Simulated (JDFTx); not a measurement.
**Sn: 7 runs along one coordinate**

System: Sn (2 atoms in the cell).
Method: Kohn-Sham DFT of a periodic cell, PBEsol, PseudoDojo-SR-PBEsol-0.4.1-standard, no spin polarisation (JDFTx 1.7.0 (patched build)).

The 7 runs differ only in the geometry, by an even scaling of the cell at fixed fractional positions. The structure derives from a Materials Project entry.

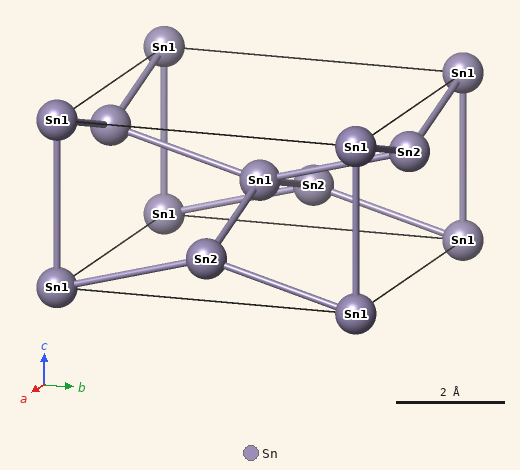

Figure 1. The structure of run 4 (ball-and-stick view of the cell 2 times as large as that of the calculation, set on its symmetry axes, seen slightly off an axis; atoms are numbered from 1 in the order of the input). An atom can appear more than once, as a periodic image.

### Input of run 4
```
lattice \
   -5.5560602284     5.5560602284     5.5560602284 \
    5.5560602284    -5.5560602284     5.5560602284 \
    3.0222427496     3.0222427496    -3.0222427496
coords-type Lattice
ion Sn     0.0000000000     0.0000000000     0.0000000000 1
ion Sn     0.7500000000     0.2500000000     0.5000000000 1

ion-species pseudo/Sn.upf
elec-cutoff 36 288
elec-ex-corr gga-PBEsol
kpoint-folding 9 9 9
elec-smearing Fermi 0.0018374661
elec-n-bands 21
electronic-SCF nIterations 100 energyDiffThreshold 1e-09
electronic-minimize nIterations 30 energyDiffThreshold 1e-7
forces-output-coords Cartesian

dump-name run.$VAR
dump End Ecomponents EigStats BandEigs Kpoints Forces Stress
```

Command:
```bash
jdftx -c 1 -i Sn.in -o Sn.out
```

Run 6 differs from it as follows:
```diff
-   -5.5560602284     5.5560602284     5.5560602284 \
-    5.5560602284    -5.5560602284     5.5560602284 \
-    3.0222427496     3.0222427496    -3.0222427496
+   -5.6291746686     5.6291746686     5.6291746686 \
+    5.6291746686    -5.6291746686     5.6291746686 \
+    3.0620136624     3.0620136624    -3.0620136624
```

### Results, with one run withheld

```csv
run,volume per atom (Å³),"free energy per atom, from the lowest run given (meV)",pressure (GPa)
1,25.991,6.39,2.21
2,26.544,1.03,0.88
3,27.097,0.00,−0.30
4,27.650,2.82,−1.35
5,28.203,9.07,−2.29
6,28.756,?,?
7,29.309,30.42,−3.86
```

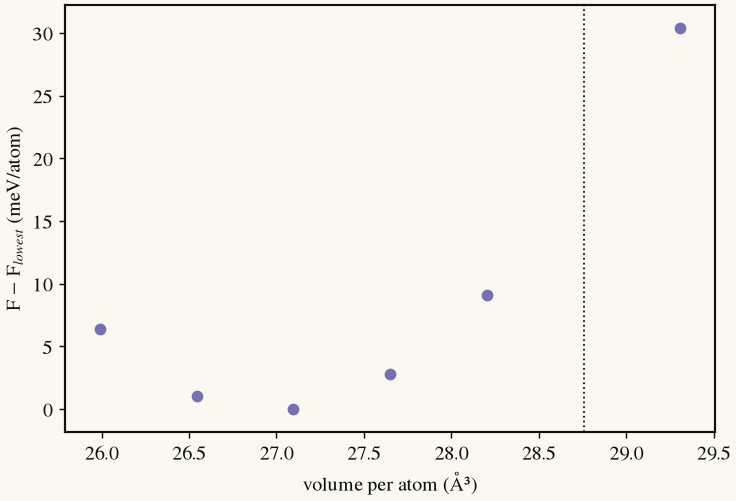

Figure 2. Free energy per atom of the runs given; the dotted line marks run 6.

What should run 6 give?

A cubic polynomial in V^(−2/3) (the Birch–Murnaghan form), fitted to the 6 runs given, misses them by under 0.01 meV per atom. With x = V^(−2/3) − 0.10995 Å⁻², it reads F = 1.2566 − 2164.4 x + 8.4669e+05 x² + 2.4355e+06 x³ (meV per atom). At run 6 it gives 18.38 meV per atom, and the run itself gives 18.38. The slope of the fit gives a pressure −dF/dV of −3.11 GPa there, and the run prints −3.12 GPa. The fit has its minimum at 26.960 Å³ per atom, where V d²F/dV² gives 55.9 GPa. Cell shape and fractional positions are held, so this is the stiffness under even scaling; the relaxed bulk modulus wasn't computed.

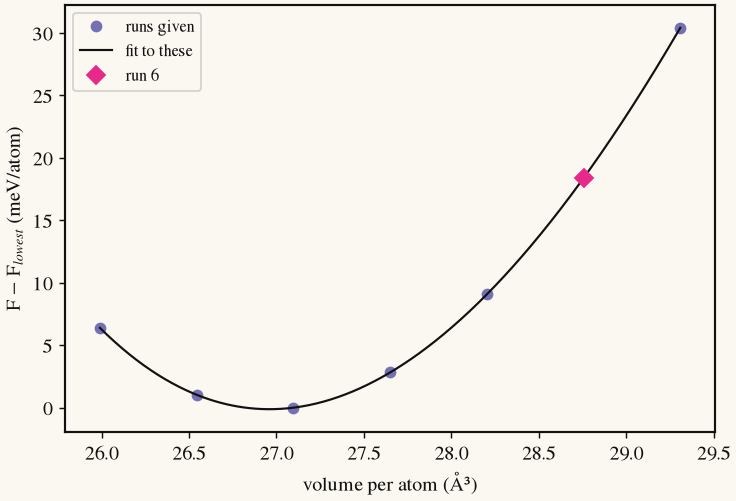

Figure 3. The fit and the withheld run.

### Some lines of the output (run 6)
```
[...]
unit cell volume = 388.112
     Etot =     -135.4275622397843790
        F =     -135.4278290775374956
	HOMO-LUMO gap: +0.001474
	Optical gap  : +0.011940 at state 32 ( [ +0.111111 +0.222222 -0.222222 ] spin 0 )
```
